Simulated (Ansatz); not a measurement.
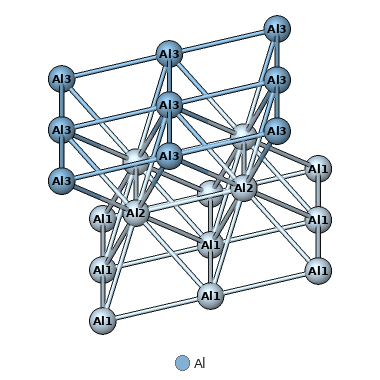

The system is O on an Al(100) slab cut from the Fm-3m phase, its upper half relaxed before the scan (3 atoms of substrate and one adsorbate in a 1 × 1 cell); the picture shows it without the atoms that are moved over the map. O is moved over the surface cell; relaxed at each place: the height of the adsorbate's atoms; substrate rigid; the origin of the map has the adsorbate above Al3. Places are given modulo a cell vector. The map is drawn in real space over the plane of the surface. Grid: 6 × 6 points; 10 points were computed and 26 follow by symmetry. Energies are in eV, from the lowest grid point. With one adsorbate in each 1 × 1 cell, its nearest image is 2.9 Å away, so neighbouring adsorbates interact. The calculation used DFT PBE, scalar-relativistic, plane waves, PAW in Ansatz. Settings: cutoff 420 eV, k-mesh 9×9×1, gaussian smearing 0.1 eV, no spin polarisation.

Range: position of O4 along the first surface vector from 0.000 to 0.833; position of O4 along the second surface vector from 0.000 to 0.833.

What will the energy surface look like?

Answer. The lowest grid point is at (2/6, 3/6) of the cell vectors [nearest 2 Al at 1.84 Å]. The highest grid point, the top site over a surface Al atom, (0/6, 0/6) of the cell vectors, lies 3.21 eV above the lowest. At the lowest point the adsorbate has 2 Al at 1.84 Å as nearest neighbours, at the highest 1 Al at 1.67 Å. Its relaxed height above the top atom is 0.66 Å at the lowest and 1.67 Å at the highest point.

```
second ↓, first →   0/6   1/6   2/6   3/6   4/6   5/6
              5/6  2.99  2.77  1.72  0.03  1.72  2.77
              4/6  1.98  1.72  0.79  0.00  0.79  1.72
              3/6  0.13  0.03  0.00  0.16  0.00  0.03
              2/6  1.98  1.72  0.79  0.00  0.79  1.72
              1/6  2.99  2.77  1.72  0.03  1.72  2.77
              0/6  3.21  2.99  1.98  0.13  1.98  2.99
```

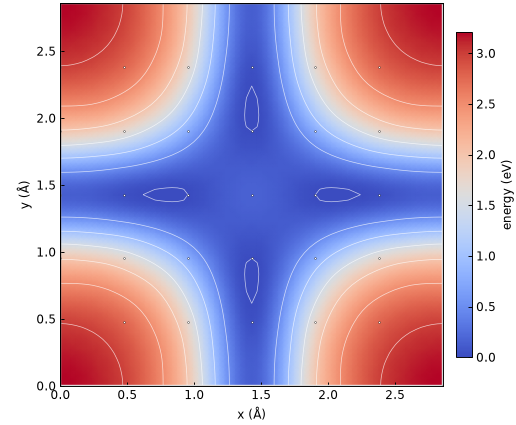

The picture shows a smooth colour map with a few white contour lines, dots at the grid points, the outline of one cell of the plane. Between grid points the surface is interpolated.

Time for the 10 points that were run: 4.7 min on 1 thread of Arm Neoverse V1 (shared host).

PAW datasets: the set soft_1.
